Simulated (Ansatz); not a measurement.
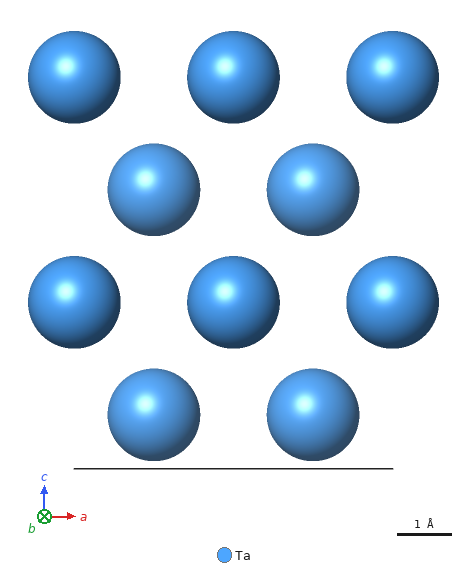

This is the input geometry for a constrained relaxation of a slab of composition Ta (cut from the Fm-3m phase). A spheres-only model of the 2 × 2 repeat of the cell, outlined in the plane, without the vacuum, seen along the b axis.

Case: clean slab, lower half held. The slab is the (1 0 0) face of Ta. 2 atoms are held fixed.

Theory: Ansatz, DFT PBEsol, scalar-relativistic, plane waves, PAW.

The input:
```yaml
crystal:
  lattice:
    - [2.9525883348, 0.0, 0.0]
    - [0.0, 2.9525883348, 0.0]
    - [0.0, 0.0, 23.2633857008]
  atoms:
    - { symbol: Ta, position: [0.5, 0.5, 0.3653810374] }
    - { symbol: Ta, position: [0.0, 0.0, 0.4551270125] }
    - { symbol: Ta, position: [0.5, 0.5, 0.5448729875] }
    - { symbol: Ta, position: [0.0, 0.0, 0.6346189626] }
basis:
  ecutwfc: 420
kpoints:
  mp_grid: { grid: [10, 10, 1] }
hamiltonian:
  xc: pbesol
scf:
  occupations: { method: gaussian, width: 0.1 }
output:
  forces: true
  eigenvalues: true
  write_density: true
  write_potential: true
  elf: true
  volumetric_format: npy
relax:
  adjacent_minimum: "off"
  f_tol: 0.03
  max_steps: 70
  constraints: [{ sites: [0, 1] }]
efield:
  axis: 3
  dipole_correction: true
  ramp_width: 0.04
```

Launched with:
```bash
ansatz run input.yaml --threads 2 --pin off --max-ram 5120MiB --backend cpu --events-out ev --progress --plain --runs-dir out
```

### Where does the constrained relaxation end?

After 2 accepted moves (4 points after the start) the energy has fallen by 57.7 meV per cell of the calculation. The largest force component goes from 1.1 to 0.022 eV/Å. The line search rejected the trial step at point 1 of the run. 1 step only repeated the SCF at the same geometry. The largest move is that of Ta3, 0.12 Å along the normal (+c). The cell stays as it was. Near-neighbour distances that change, for instance: Ta2–Ta3 2.953 → 3.040 Å, Ta3–Ta4 2.953 → 2.894 Å. Cost: 16 s on 2 threads of Intel(R) Xeon(R) 6975P-C (Granite Rapids), with other jobs on the host, peak memory 0.52 GiB.

After the run, drawn alike:

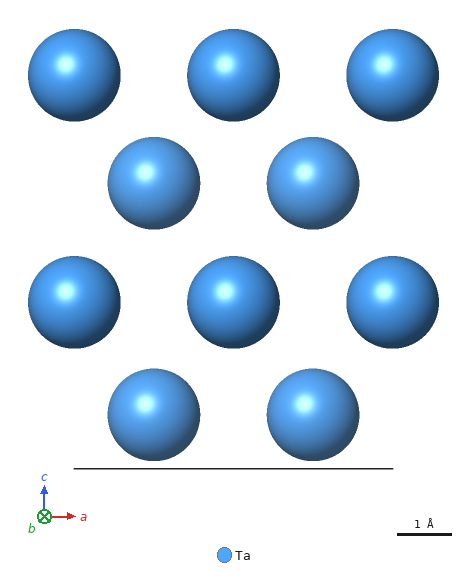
